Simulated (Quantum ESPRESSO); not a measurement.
## Band-structure run of TaAs

System: TaAs (4 atoms in the cell).
Method: Kohn-Sham DFT of a periodic cell, LDA, GBRV 1.5 LDA, no spin polarisation (Quantum ESPRESSO 7.5).

The structure derives from a Materials Project entry.

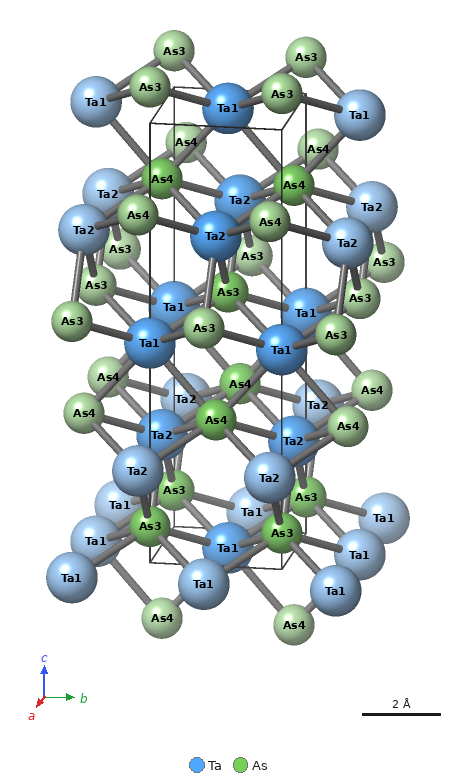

The input geometry (ball-and-stick view of the cell 2 times as large as that of the calculation, set on its symmetry axes, seen slightly off an axis; neighbours outside the cell are drawn fainter; atoms are numbered from 1 in the order of the input). An atom can appear more than once, as a periodic image.

### Input file
```
&CONTROL
  calculation = 'scf'
  prefix = 'pwscf'
  outdir = './tmp'
  pseudo_dir = './pseudo'
  tprnfor = .true.
  tstress = .true.
  disk_io = 'low'
/
&SYSTEM
  ibrav = 0
  celldm(1) = 8
  nat = 4
  ntyp = 2
  ecutwfc = 56
  ecutrho = 448
  nbnd = 26
  occupations = 'smearing'
  smearing = 'fd'
  degauss = 0.00367493
/
&ELECTRONS
  conv_thr = 8d-10
  electron_maxstep = 120
  mixing_beta = 0.5
/
ATOMIC_SPECIES
Ta   180.9479 ta_lda_v1.uspp.F.UPF
As    74.9216 as_lda_v1.uspp.F.UPF
CELL_PARAMETERS alat
 -0.4067194615349   0.4067194615349   1.3861003023181
  0.4067194615349  -0.4067194615349   1.3861003023181
  0.4067194615349   0.4067194615349  -1.3861003023181
ATOMIC_POSITIONS crystal
Ta     0.4999673000    0.4999673000    0.0000000000
Ta     0.2499673000    0.7499673000    0.5000000000
As     0.0826321200    0.0826321200    0.0000000000
As     0.8326321200    0.3326321200    0.5000000000
K_POINTS automatic
11 11 11 0 0 0
```

### File bands.in
```
&CONTROL
  calculation = 'bands'
  prefix = 'pwscf'
  outdir = './tmp'
  pseudo_dir = './pseudo'
  disk_io = 'low'
  verbosity = 'high'
/
&SYSTEM
  ibrav = 0
  celldm(1) = 8
  nat = 4
  ntyp = 2
  ecutwfc = 56
  ecutrho = 448
  nbnd = 26
  occupations = 'smearing'
  smearing = 'fd'
  degauss = 0.00367493
/
&ELECTRONS
  conv_thr = 1d-08
  electron_maxstep = 120
  mixing_beta = 0.5
  diago_full_acc = .true.
  startingwfc = 'random'
/
ATOMIC_SPECIES
Ta   180.9479 ta_lda_v1.uspp.F.UPF
As    74.9216 as_lda_v1.uspp.F.UPF
CELL_PARAMETERS alat
 -0.4067194615349   0.4067194615349   1.3861003023181
  0.4067194615349  -0.4067194615349   1.3861003023181
  0.4067194615349   0.4067194615349  -1.3861003023181
ATOMIC_POSITIONS crystal
Ta     0.4999673000    0.4999673000    0.0000000000
Ta     0.2499673000    0.7499673000    0.5000000000
As     0.0826321200    0.0826321200    0.0000000000
As     0.8326321200    0.3326321200    0.5000000000
K_POINTS crystal
60
 0.0000000000  0.0000000000  0.0000000000 1
-0.0555555556  0.0555555556  0.0000000000 1
-0.1111111111  0.1111111111  0.0000000000 1
-0.1666666667  0.1666666667  0.0000000000 1
-0.2222222222  0.2222222222  0.0000000000 1
-0.2777777778  0.2777777778  0.0000000000 1
-0.3333333333  0.3333333333  0.0000000000 1
-0.3888888889  0.3888888889  0.0000000000 1
-0.4444444444  0.4444444444  0.0000000000 1
-0.5000000000  0.5000000000  0.0000000000 1
-0.5000000000  0.5000000000 -0.0430497462 1
-0.4619208122  0.4619208122 -0.0811289340 1
-0.4238416244  0.4238416244 -0.1192081219 1
-0.3857624366  0.3857624366 -0.1572873097 1
-0.3476832487  0.3476832487 -0.1953664975 1
-0.3096040609  0.3096040609 -0.2334456853 1
-0.2715248731  0.2715248731 -0.2715248731 1
-0.2327356055  0.2327356055 -0.2327356055 1
-0.1939463379  0.1939463379 -0.1939463379 1
-0.1551570703  0.1551570703 -0.1551570703 1
-0.1163678028  0.1163678028 -0.1163678028 1
-0.0775785352  0.0775785352 -0.0775785352 1
-0.0387892676  0.0387892676 -0.0387892676 1
 0.0000000000  0.0000000000  0.0000000000 1
 0.1250000000  0.1250000000 -0.1250000000 1
 0.2500000000  0.2500000000 -0.2500000000 1
 0.3750000000  0.3750000000 -0.3750000000 1
 0.5000000000  0.5000000000 -0.5000000000 1
 0.4619208122  0.5380791878 -0.5380791878 1
 0.4238416244  0.5761583756 -0.5761583756 1
 0.3857624366  0.6142375634 -0.6142375634 1
 0.3476832487  0.6523167513 -0.6523167513 1
 0.3096040609  0.6903959391 -0.6903959391 1
 0.2715248731  0.7284751269 -0.7284751269 1
 0.1357624366  0.6142375634 -0.6142375634 1
 0.0000000000  0.5000000000 -0.5000000000 1
-0.0312500000  0.5312500000 -0.4687500000 1
-0.0625000000  0.5625000000 -0.4375000000 1
-0.0937500000  0.5937500000 -0.4062500000 1
-0.1250000000  0.6250000000 -0.3750000000 1
-0.1562500000  0.6562500000 -0.3437500000 1
-0.1875000000  0.6875000000 -0.3125000000 1
-0.2187500000  0.7187500000 -0.2812500000 1
-0.2500000000  0.7500000000 -0.2500000000 1
-0.1034751269  0.8534751269 -0.3750000000 1
 0.0430497462  0.9569502538 -0.5000000000 1
 0.0845906784  0.9154093216 -0.5000000000 1
 0.1261316105  0.8738683895 -0.5000000000 1
 0.1676725427  0.8323274573 -0.5000000000 1
 0.2092134749  0.7907865251 -0.5000000000 1
 0.2507544070  0.7492455930 -0.5000000000 1
 0.2922953392  0.7077046608 -0.5000000000 1
 0.3338362714  0.6661637286 -0.5000000000 1
 0.3753772035  0.6246227965 -0.5000000000 1
 0.4169181357  0.5830818643 -0.5000000000 1
 0.4584590678  0.5415409322 -0.5000000000 1
 0.5000000000  0.5000000000 -0.5000000000 1
-0.5000000000  0.5000000000  0.0000000000 1
-0.3750000000  0.6250000000 -0.1250000000 1
-0.2500000000  0.7500000000 -0.2500000000 1
```

Run as:
```bash
OMP_NUM_THREADS=1 mpirun -n 2 pw.x -nk 2 -in pw.in > pw.out
OMP_NUM_THREADS=1 mpirun -n 2 pw.x -nk 2 -in bands.in > bands.out
```

### Output
```
This program is part of the open-source Quantum ESPRESSO suite
     for quantum simulation of materials; please cite
         "P. Giannozzi et al., J. Phys.:Condens. Matter 21 395502 (2009);
         "P. Giannozzi et al., J. Phys.:Condens. Matter 29 465901 (2017);
         "P. Giannozzi et al., J. Chem. Phys. 152 154105 (2020);
          URL
     in publications or presentations arising from this work. More details at

     Message from routine setup:
     using ibrav=0 with symmetry is DISCOURAGED, use correct ibrav instead

     K-points division:     npool     =       2
     Subspace diagonalization in iterative solution of the eigenvalue problem:
     a serial algorithm will be used

     G-vector sticks info
     --------------------
     sticks:   dense  smooth     PW     G-vecs:    dense   smooth      PW
     Sum        3629    1813    581                75079    26593    4797

     Using Slab Decomposition

     bravais-lattice index     =            0
     lattice parameter (alat)  =       8.0000  a.u.
     unit-cell volume          =     469.5853 (a.u.)^3
     number of atoms/cell      =            4
     number of atomic types    =            2
     number of electrons       =        36.00
     number of Kohn-Sham states=           26
     kinetic-energy cutoff     =      56.0000  Ry
     charge density cutoff     =     448.0000  Ry
     scf convergence threshold =      8.0E-10
     mixing beta               =       0.5000
     number of iterations used =            8  plain     mixing
     Exchange-correlation= SLA  PZ   NOGX NOGC
                           (   1   1   0   0   0   0   0)

     celldm(1)=   8.000000  celldm(2)=   0.000000  celldm(3)=   0.000000
     celldm(4)=   0.000000  celldm(5)=   0.000000  celldm(6)=   0.000000

     crystal axes: (cart. coord. in units of alat)
               a(1) = (  -0.406719   0.406719   1.386100 )
               a(2) = (   0.406719  -0.406719   1.386100 )
               a(3) = (   0.406719   0.406719  -1.386100 )

     reciprocal axes: (cart. coord. in units 2 pi/alat)
               b(1) = (  0.000000  1.229349  0.360724 )
               b(2) = (  1.229349  0.000000  0.360724 )
               b(3) = (  1.229349  1.229349  0.000000 )

     PseudoPot. # 1 for Ta read from file:
     ta_lda_v1.uspp.F.UPF
     Pseudo is Ultrasoft + core correction, Zval = 13.0
     Generated by new atomic code, or converted to UPF format
     Using radial grid of  921 points,  7 beta functions with:
                l(1) =   0
                l(2) =   0
                l(3) =   1
                l(4) =   1
                l(5) =   2
                l(6) =   2
                l(7) =   3
     Q(r) pseudized with  6 coefficients,  rinner =    1.300   1.300   1.300
                                                       1.300   1.300   1.300
                                                       1.300

     PseudoPot. # 2 for As read from file:
     as_lda_v1.uspp.F.UPF
     Pseudo is Ultrasoft + core correction, Zval =  5.0
     Generated by new atomic code, or converted to UPF format
     Using radial grid of  875 points,  6 beta functions with:
                l(1) =   0
                l(2) =   0
                l(3) =   1
                l(4) =   1
                l(5) =   2
                l(6) =   2
     Q(r) pseudized with  8 coefficients,  rinner =    1.300   1.300   1.300
                                                       1.300   1.300

     atomic species   valence    mass     pseudopotential
     Ta               13.00   180.94790     Ta( 1.00)
     As                5.00    74.92160     As( 1.00)

      8 Sym. Ops. (no inversion) found ( 4 have fractional translation)

   Cartesian axes

     site n.     atom                  positions (alat units)
         1        Ta     tau(   1) = (  -0.0000000   0.0000000   1.3860097  )
         2        Ta     tau(   2) = (   0.4067195  -0.0000000   0.6929595  )
         3        As     tau(   3) = (  -0.0000000   0.0000000   0.2290728  )
         4        As     tau(   4) = (   0.0000000   0.4067195   0.9221230  )

     number of k points=   126  Fermi-Dirac smearing, width (Ry)=  0.0037

     Number of k-points >= 100: set verbosity='high' to print them.

     Dense  grid:    75079 G-vectors     FFT dimensions: (  96,  96,  90)

     Smooth grid:    26593 G-vectors     FFT dimensions: (  60,  60,  60)

     Initial potential from superposition of free atoms

     starting charge      35.9978, renormalised to      36.0000

     negative rho (up, down):  1.854E-01 0.000E+00
     Starting wfcs are   34 randomized atomic wfcs

     Self-consistent Calculation

     iteration #  1     ecut=    56.00 Ry     beta= 0.50
     Davidson diagonalization with overlap
     ethr =  1.00E-02,  avg # of iterations =  2.0

     Threshold (ethr) on eigenvalues was too large:
     Diagonalizing with lowered threshold

     Davidson diagonalization with overlap
     ethr =  2.18E-04,  avg # of iterations =  3.1

     negative rho (up, down):  1.902E-01 0.000E+00

     total energy              =    -363.61324063 Ry
     estimated scf accuracy    <       0.08325113 Ry

     iteration #  2     ecut=    56.00 Ry     beta= 0.50
     Davidson diagonalization with overlap
     ethr =  2.31E-04,  avg # of iterations =  2.0

     negative rho (up, down):  1.926E-01 0.000E+00

     total energy              =    -363.62999253 Ry
     estimated scf accuracy    <       0.01521830 Ry

     iteration #  3     ecut=    56.00 Ry     beta= 0.50
     Davidson diagonalization with overlap
     ethr =  4.23E-05,  avg # of iterations =  2.3

     negative rho (up, down):  1.953E-01 0.000E+00

     total energy              =    -363.63226533 Ry
     estimated scf accuracy    <       0.00174309 Ry

     iteration #  4     ecut=    56.00 Ry     beta= 0.50
     Davidson diagonalization with overlap
     ethr =  4.84E-06,  avg # of iterations =  4.4

     negative rho (up, down):  1.958E-01 0.000E+00

     total energy              =    -363.63231509 Ry
     estimated scf accuracy    <       0.00008889 Ry

     iteration #  5     ecut=    56.00 Ry     beta= 0.50
     Davidson diagonalization with overlap
     ethr =  2.47E-07,  avg # of iterations =  3.4

     negative rho (up, down):  1.958E-01 0.000E+00

     total energy              =    -363.63234371 Ry
     estimated scf accuracy    <       0.00000355 Ry

     iteration #  6     ecut=    56.00 Ry     beta= 0.50
     Davidson diagonalization with overlap
     ethr =  9.85E-09,  avg # of iterations =  6.0

     negative rho (up, down):  1.958E-01 0.000E+00

     total energy              =    -363.63234838 Ry
     estimated scf accuracy    <       0.00000018 Ry

     iteration #  7     ecut=    56.00 Ry     beta= 0.50
     Davidson diagonalization with overlap
     ethr =  4.86E-10,  avg # of iterations =  4.4

     negative rho (up, down):  1.958E-01 0.000E+00

     total energy              =    -363.63234846 Ry
     estimated scf accuracy    <       0.00000008 Ry

     iteration #  8     ecut=    56.00 Ry     beta= 0.50
     Davidson diagonalization with overlap
     ethr =  2.11E-10,  avg # of iterations =  2.0

     negative rho (up, down):  1.958E-01 0.000E+00

     total energy              =    -363.63234848 Ry
     estimated scf accuracy    <          4.1E-09 Ry

     iteration #  9     ecut=    56.00 Ry     beta= 0.50
     Davidson diagonalization with overlap
     ethr =  1.14E-11,  avg # of iterations =  3.6

     negative rho (up, down):  1.958E-01 0.000E+00

     End of self-consistent calculation

     Number of k-points >= 100: set verbosity='high' to print the bands.

     the Fermi energy is    14.7407 ev

!    total energy              =    -363.63234848 Ry
     estimated scf accuracy    <          7.0E-11 Ry
     smearing contrib. (-TS)   =      -0.00034906 Ry
     internal energy E=F+TS    =    -363.63199942 Ry

     The total energy is F=E-TS. E is the sum of the following terms:
     one-electron contribution =     -47.12585805 Ry
     hartree contribution      =      39.99641716 Ry
     xc contribution           =    -146.62514652 Ry
     ewald contribution        =    -209.87741202 Ry

     convergence has been achieved in   9 iterations

     negative rho (up, down):  1.958E-01 0.000E+00

     Forces acting on atoms (cartesian axes, Ry/au):

     atom    1 type  1   force =    -0.00000000    0.00000000    0.00066093
     atom    2 type  1   force =     0.00000000    0.00000000    0.00066093
     atom    3 type  2   force =    -0.00000000   -0.00000000   -0.00066093
     atom    4 type  2   force =     0.00000000   -0.00000000   -0.00066093

     Total force =     0.001322     Total SCF correction =     0.000002

     Computing stress (Cartesian axis) and pressure

     negative rho (up, down):  1.958E-01 0.000E+00
          total   stress  (Ry/bohr**3)                   (kbar)     P=      -67.50
  -0.00045461  -0.00000000  -0.00000000          -66.88       -0.00       -0.00
   0.00000000  -0.00045461   0.00000000            0.00      -66.88        0.00
  -0.00000000  -0.00000000  -0.00046727           -0.00       -0.00      -68.74

=------------------------------------------------------------------------------=
   JOB DONE.
=------------------------------------------------------------------------------=
```

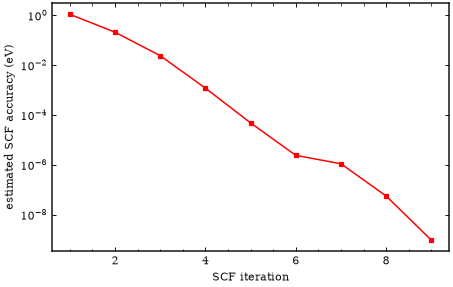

Convergence of the self-consistent field: estimated SCF accuracy against the iteration. The field takes 9 iterations in all.

### Key numbers

```csv
quantity,value
outcome,converged
space group (tolerance 0.01 Å),I4₁md (109)
electrons treated,36
free energy,−4947.4701 eV
Fermi energy,14.741 eV
gap on the k-point mesh,none (metallic)
pressure,−6.75 GPa
largest force (length of the vector),0.017 eV/Å
hardware,"2 threads of Arm Neoverse V1, 24 GiB of memory available, shared host"
wall time,8.1 min (CPU time 16 min)
peak memory,0.82 GiB
```

### Remarks

Notes on the run: negative rho. Spin–orbit coupling is left out, which matters for Ta. The cell is under a tension of 6.7 GPa at this level, so it is not at its equilibrium volume.
